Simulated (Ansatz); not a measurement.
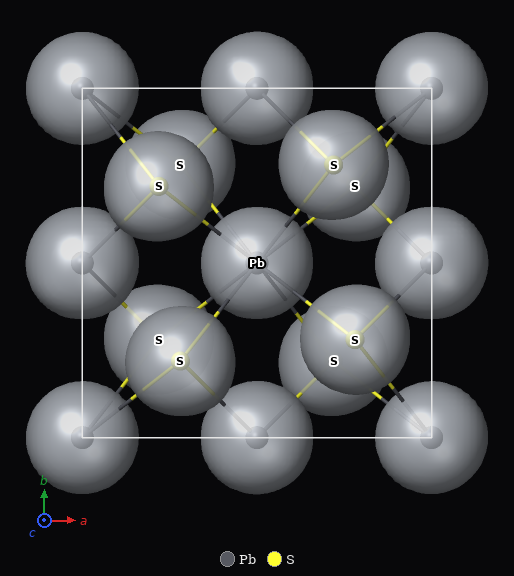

PbS. Isosurface of the valence electron density at 0.3 e/Å³ (grey), seen along the c axis. Sticks mark near contacts.

Space group I4/mcm; built by placing these elements on a known structure type.

The calculation used Ansatz, DFT, PAW plane waves, PBE.

Q: How is the density connected at this value?

A: At this value the density breaks into separate islands; it holds about 75 % of the electrons treated as valence (semicore included). It bridges none of the near contacts. It is pinched off along the shortest Pb–S (2.94 Å) and Pb–S (3.21 Å) contacts. On the grid the lowest density along these lines, outside the cores, is 0.24 e/Å³ (Pb–S, 2.94 Å) and 0.15 e/Å³ (Pb–S, 3.21 Å).

Q: Metal or insulator at this level of theory?

A: It is gapless in this calculation (a metal or semimetal).
